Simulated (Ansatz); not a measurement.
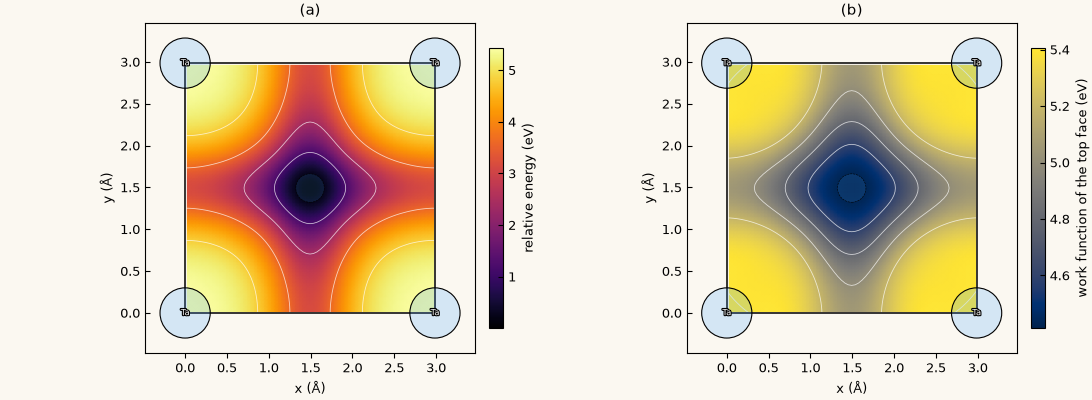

C on a Ta(100) slab cut from the Fm-3m phase, its upper half relaxed before the scan (12 atoms of substrate and one adsorbate in a 2 × 2 cell). C is moved over the surface cell; relaxed at each place: the height of the adsorbate's atoms; substrate rigid; the origin of the map has the adsorbate above Ta9. Places are given modulo a cell vector. The map is drawn in real space over the plane of the surface. The scan uses a 6 × 6 grid; 10 points were computed and 26 follow by symmetry. Places are given in fractions of the 1 × 1 surface cell. All energies are given in eV relative to the lowest grid point. These are results of Ansatz, DFT PBE, scalar-relativistic, plane waves, PAW, not measurements. Settings: cutoff 420 eV, k-mesh 5×5×1, gaussian smearing 0.1 eV, no spin polarisation.

Panel (a) is the energy; panel (b) is the computed work function of the top face, in eV.

In the figure: a smooth colour map with a few white contour lines, labelled circles for the atoms of the top layer and small ones for the second layer, the outline of one cell of the plane. Between grid points the surface is interpolated.

**How does the work function of the top face vary over the map, and what is it at the lowest grid point?**

It runs from 4.41 eV at a fourfold hollow over a second-layer Ta atom, (3/6, 3/6) of the cell vectors to 5.41 eV at the top site over a surface Ta atom, (0/6, 0/6) of the cell vectors. At the lowest grid point, a fourfold hollow over a second-layer Ta atom, (3/6, 3/6) of the cell vectors, it is 4.41 eV.

PAW datasets: the set soft_1.
